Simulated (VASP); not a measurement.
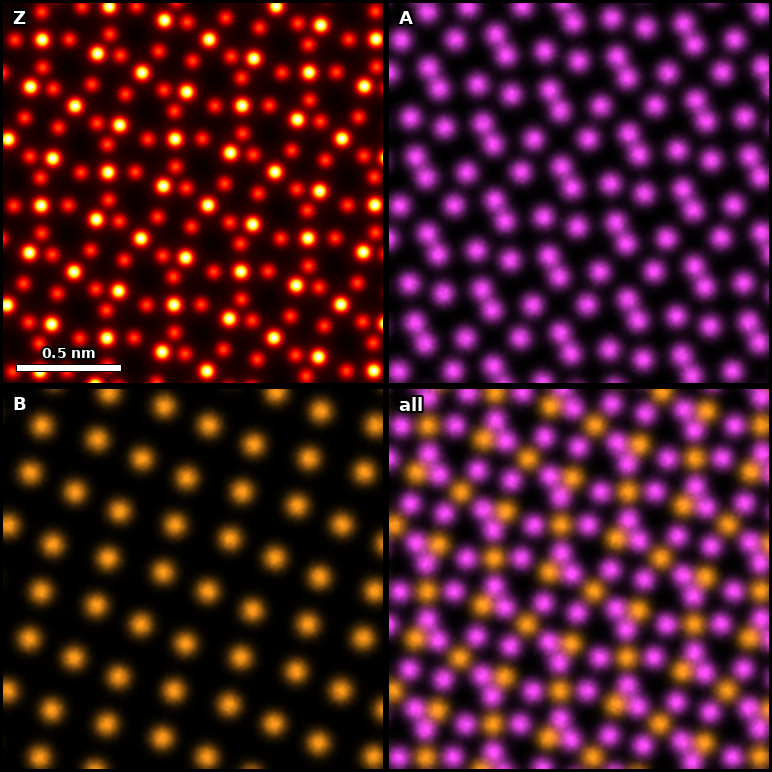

SiO2 (P4_12_12, No. 92) along [110]. Panel Z: Simulation: incoherent imaging, intensity Z^1.7 per atom, probe width 0.52 Å, thin sample. The probe carries 25 % of its weight in a tail 2.5 times as wide. The display is stretched by a gamma of 0.8; percentages refer to the linear signal. The other panels are simulated element maps (the number of atoms of one element along the beam, blurred by 0.9 Å, with counting noise; each on its own scale, no channelling); the last overlays them. Structure used: coordinates from a relaxation with VASP Kohn-Sham DFT of a periodic cell, revPBE, VASP PAW PBE potentials, recommended in VASP.

Space group P4_12_12 (No. 92). a = 5.136 Å, b = 5.136 Å, c = 7.184 Å, α = 90.00°, β = 90.00°, γ = 90.00°
| atom | site | symmetry | x | y | z |
| --- | --- | --- | --- | --- | --- |
| Si | 4a | ..2 | 0.7897 | 0.2103 | 0.7500 |
| O | 8b | 1 | 0.0846 | 0.2428 | 0.8303 |

Which element does each lettered map show?

A: O, B: Si. The projected cell (3.63 × 7.18 Å, 90°) holds 12 columns: 8 of O and 4 of Si. No column is shared by two of the mapped elements.
